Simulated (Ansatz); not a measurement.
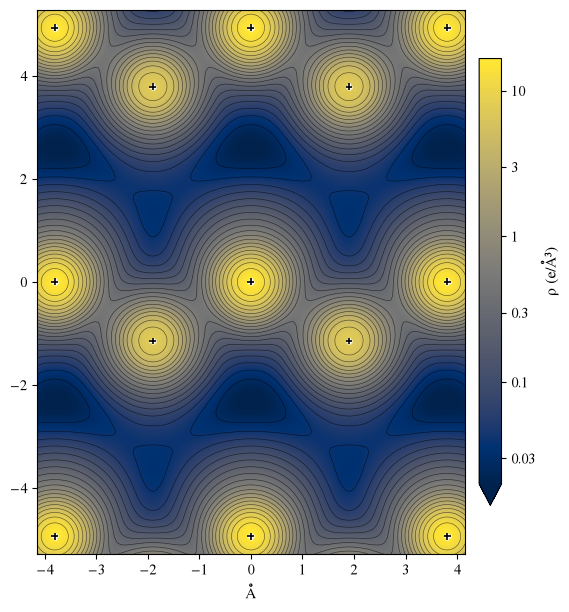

The valence pseudo-density on a plane through atoms (crosses mark nuclei in the plane).

Theory: DFT r2SCAN, scalar-relativistic, plane waves, PAW (Ansatz 0.2.0).

Candidates:
A. MoS$_{2}$, a = 3.18 Å, b = 3.18 Å, c = 12.96 Å, α = 90.00°, β = 90.00°, γ = 120.00°. Space group P6₃/mmc; started from the MoS2 prototype; the program warned that a starting moment wasn't kept; spin-polarised, but the moments vanished.
B. SnO, a = 3.81 Å, b = 3.81 Å, c = 4.94 Å, α = 90.00°, β = 90.00°, γ = 90.00°. Space group P4/nmm; started from the SnO prototype.
C. ZrO$_{2}$, a = 3.60 Å, b = 3.60 Å, c = 5.23 Å, α = 90.00°, β = 90.00°, γ = 90.00°. Space group P4₂/nmc; started from the ZrO2 prototype.

> Which candidate gave the map?

Candidate B: SnO on the (100) plane of the conventional cell, which holds Sn and O. Sn–O (2.22 Å): ρ at the midpoint is about 0.47 e/Å³.
